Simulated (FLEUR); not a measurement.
System: Fe, space group P6_3/mmc (No. 194).

The given structure:
```
CELL_PARAMETERS angstrom
2.43416 0.00000 0.00000
-1.21708 2.10804 0.00000
0.00000 0.00000 3.84193
ATOMIC_POSITIONS crystal
Fe 0.66667 0.33333 0.75000
Fe 0.33333 0.66667 0.25000
```

Calculation (FLEUR MaX-R8.1 (later development tree)): all-electron LAPW DFT, collinear spins; energies at scaled volumes of the given cell, shape and fractions fixed, counted from the fit's minimum, third-order Birch-Murnaghan fit. Level: PBEsol, collinear spin.

- k mesh: 12×12×7
- occupations: Fermi–Dirac
- smearing width: 0.05 eV
- potentials: all electron
- program settings: basis FLAPW, kmax 4.85 1/bohr

Describe the result: the energy against volume. The volume takes the values 9.27, 9.46, 9.66, 9.86, 10.25 Å³/atom.

A third-order Birch–Murnaghan fit gives V0 = 9.81 Å³/atom, B0 = 324 GPa and B′ = 4.5. The energy is 33.95 meV/atom at volume 9.27 Å³/atom and 18.51 meV/atom at 10.25 Å³/atom; the lowest computed point is at volume 9.86 Å³/atom (0.23 meV/atom), and no other minimum shows among the points.

| volume (Å³/atom) | energy (meV/atom) |
| --- | --- |
| 9.27 | 33.95 |
| 9.46 | 13.29 |
| 9.66 | 2.39 |
| 9.86 | 0.23 |
| 10.25 | 18.51 |

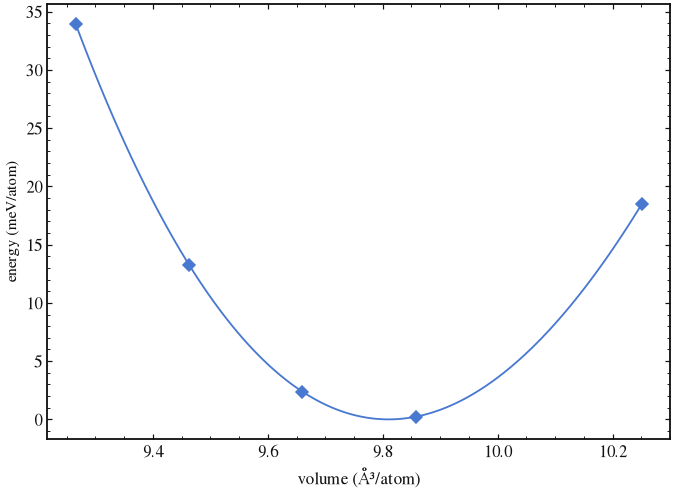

Note: shape and atomic fractions are frozen while scaling, which makes layered, chain and framework solids too stiff.
